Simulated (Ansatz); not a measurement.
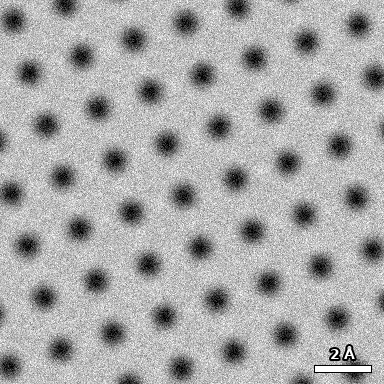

HRTEM-like image of W (Fm-3m, No. 225). Simulated in the weak-phase-object approximation with neutral-atom potentials: 300 kV, Cs = 20 µm, defocus −75 Å (negative is underfocus), defocus spread 15 Å, aperture 1.36 1/Å. Shot noise was added. Structure used: the geometry given to an electronic-structure calculation, possibly off equilibrium; the starting structure was generated, so it need not be a known form of this composition.

```cif
data_structure
_symmetry_space_group_name_H-M 'Fm-3m'
_symmetry_Int_Tables_number 225
_cell_length_a 3.9813
_cell_length_b 3.9813
_cell_length_c 3.9813
_cell_angle_alpha 90.000
_cell_angle_beta 90.000
_cell_angle_gamma 90.000
_cell_volume 63.11
loop_
_atom_site_label
_atom_site_type_symbol
_atom_site_symmetry_multiplicity
_atom_site_Wyckoff_symbol
_atom_site_fract_x
_atom_site_fract_y
_atom_site_fract_z
_atom_site_occupancy
W1 W 4 a 0.00000 0.00000 0.00000 1
```

Which beam direction gives this image, [001], [110] or [221]? (Directions equivalent by symmetry count as one.)

Answer. [001]. The projected cells are 1.99 × 1.99 Å, 90° for [001]; 2.44 × 2.44 Å, 109° for [110]; 0.94 × 1.48 Å, 108° for [221], and the image repeats as the [001] one does.
